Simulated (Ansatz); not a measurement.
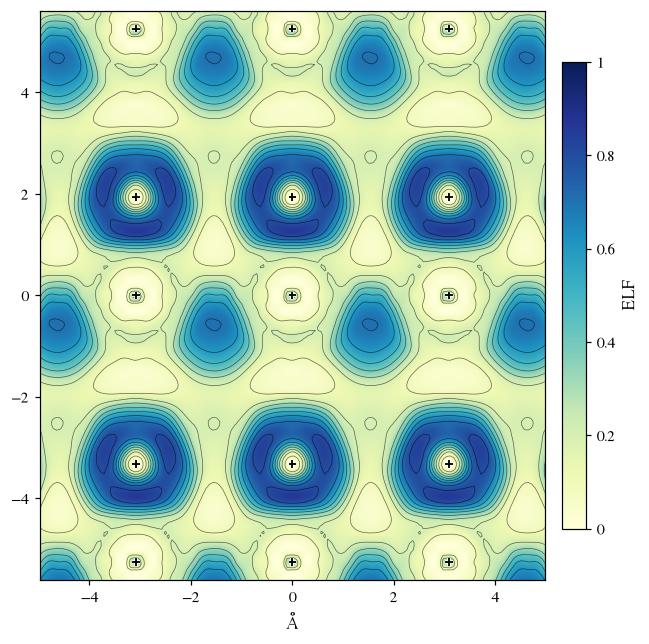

The ELF on a plane through atoms (crosses mark nuclei in the plane).

Method: Ansatz 0.2.0, DFT, HSE06, plane waves, PAW.

Candidates:
A. GaN, a = 3.09 Å, b = 3.09 Å, c = 5.26 Å, α = 90.00°, β = 90.00°, γ = 120.00°. Space group P6₃mc; started from the wurtzite prototype, which need not be the ambient phase; changed on purpose from its base cell (epitaxial xy strain -3.0%); computed pressure about 10 GPa in this cell.
B. Si, a = 3.91 Å, b = 3.91 Å, c = 6.30 Å, α = 90.00°, β = 90.00°, γ = 120.00°. Space group P6₃/mmc; started from the lonsdaleite (2H) prototype, which need not be the ambient phase; changed on purpose from its base cell (epitaxial xy strain +2.0%); computed pressure about −3 GPa in this cell.

Which system is this?

Candidate A: GaN on the (010) plane of the conventional cell, which holds Ga and N. Ga–N (1.94 Å): the ELF peaks at about 0.85 in the valence shell of N, 0.7 Å from its nucleus, and is about 0.50 at the midpoint.
